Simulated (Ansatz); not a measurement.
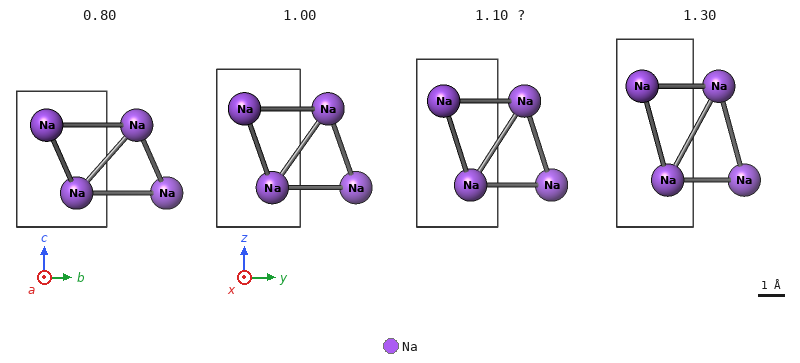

A scan of crystalline Na (P6_3/mmc): the ratio of the cell's length along z to its lengths across, counted as 1 for the reference, is changed at fixed volume (a c/a path), with the atoms kept at their fractional coordinates. x, y and z are the Cartesian axes of the input. The picture is a ball-and-stick view of the cell of the calculation, repeated 2 × 2 × 1 with one cell outlined, seen along the a axis.

Level of theory: DFT r2SCAN, scalar-relativistic, plane waves, PAW in Ansatz. Set-up: plane-wave cutoff 500 eV; k-point mesh 18 × 18 × 10; occupations gaussian; smearing width 0.15 eV; no spin polarisation. Energies (free energies at the smearing named) are counted from the cell as listed in its source, which wasn't relaxed.

```csv
axial ratio over its reference value,energy change (meV/atom)
0.80,36.3
0.85,21.3
0.92,6.4
0.96,1.6
1.00,0.0
1.05,2.2
1.10,?
1.20,38.4
1.30,83.3
```

> Estimate the missing energy from the other rows, and compare with the calculation.

A straight line between the two neighbours gives 14.3 meV/atom. A cubic through the four nearest rows (1.00, 1.05, 1.20, 1.30) gives, with Lagrange weights, (−0.3333)(0.0) + (1.0667)(2.2) + (0.3333)(38.4) + (−0.0667)(83.3) = 9.6 meV/atom. The calculation gives 9.4 meV/atom, so the cubic is 0.2 meV/atom too high and the straight line 4.9 meV/atom too high, as the curve bends upwards here.

The whole profile:

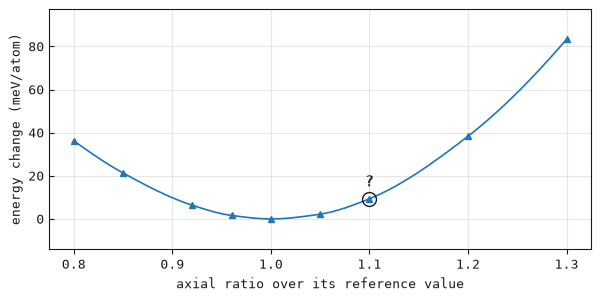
